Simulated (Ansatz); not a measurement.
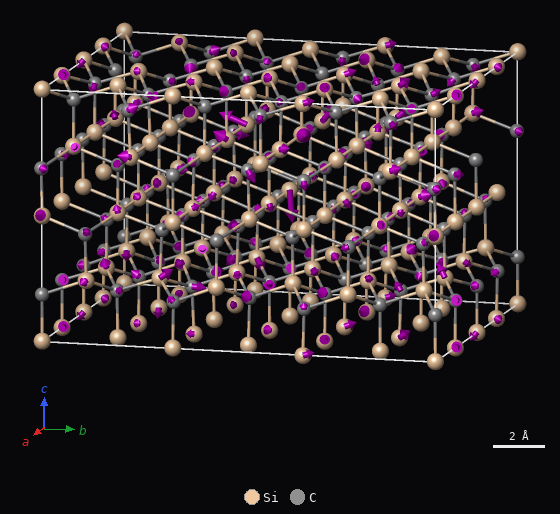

A relaxation of a defect cell of composition Si$_{96}$C$_{95}$ (cell charge +2). The starting structure is drawn; purple arrows show the displacements, magnified 10 times.

The picture is a ball-and-stick view of the cell of the calculation, seen slightly off an axis.

Method: DFT, PBEsol, PAW, plane waves in Ansatz 0.2.0. Set-up: plane-wave cutoff 420 eV; k-point mesh 1 × 1 × 1; mesh shifted by (0.25, 0.25, 0.25); collinear spin; atoms relaxed in a fixed cell; force threshold 0.03 eV/Å; at most 80 steps.

Atoms of which element are displaced furthest, and by how much?

Silicon: up to 0.13 Å, against 0.07 Å for carbon.

Describe the change and its energy.

After 4 geometry steps the energy has fallen by 3.704 eV per cell of the calculation. Largest force component: 2.1 eV/Å at the start, 0.012 eV/Å at the end. A Si atom moves most: 0.13 Å along −c. By element the largest moves are Si 0.13 Å, C 0.07 Å. The cell stays as it was. Some distances before and after: C–Si 1.835 → 1.925 Å, C–Si 1.805 → 1.891 Å, C–Si 1.958 → 1.884 Å, C–Si 1.931 → 1.858 Å. Among the angles between lasting bonds that change: Si–C–Si 113.8° → 105.5°, Si–C–Si 109.8° → 104.4°, Si–C–Si 110.9° → 105.7°. The program noted that the starting moments weren't kept.

Limits of the set-up: the cell is charged, on a uniform background, and energies carry no finite-size correction.
